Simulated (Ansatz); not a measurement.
This input was run:

```
crystal:
  lattice:
    - [3.8251493298, 0.0, 0.0]
    - [-1.9125746649, 3.3126764929, 0.0]
    - [0.0, 0.0, 6.0402666924]
  atoms:
    - { symbol: Sn, position: [0.0, 0.0, 0.0] }
    - { symbol: Se, position: [0.3333333333, 0.6666666667, 0.2600427716] }
    - { symbol: Se, position: [0.6666666667, 0.3333333333, 0.7399572284] }
kpoints:
  mp_grid: { grid: [12, 12, 4] }
  band_path:
    path:
      - [0.0, 0.0, 0.0]
      - [0.5, 0.0, 0.0]
      - [0.3333333333, 0.3333333333, 0.0]
      - [0.0, 0.0, 0.5]
      - [0.5, 0.0, 0.5]
      - [0.3333333333, 0.3333333333, 0.5]
      - [-0.072917, 0.145833, 0.0]
      - [0.0, 0.442708, 0.335938]
    npoints: 1
hamiltonian:
  xc: r2scan
scf:
  occupations: { method: fermi_dirac, width: 0.02 }
  n_extra_bands: 8
magnetization:
  noncollinear: true
  spin_orbit: true
output:
  forces: true
  stress: true
  eigenvalues: true
```

Run as:
```bash

```

What will the density of states look like?

There is a gap; over the k points computed it is 0.85 eV (indirect; the smallest direct gap is 1.30 eV). Within the window shown, the tallest peak of the filled states lies 0.7 eV under the valence-band top, at about 4 states per eV and cell.

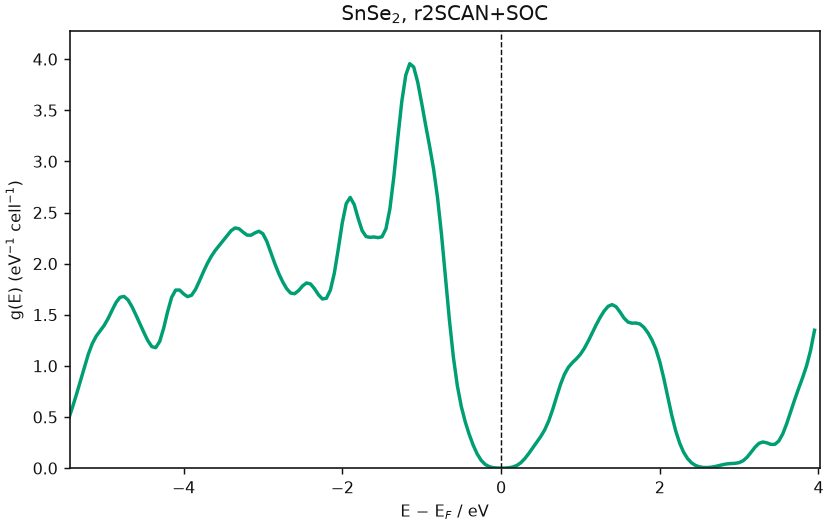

Density of states. Energies are counted from the Fermi level. The curve is built from the levels of the k mesh with Gaussians 0.3 eV wide, which also blur the band edges.
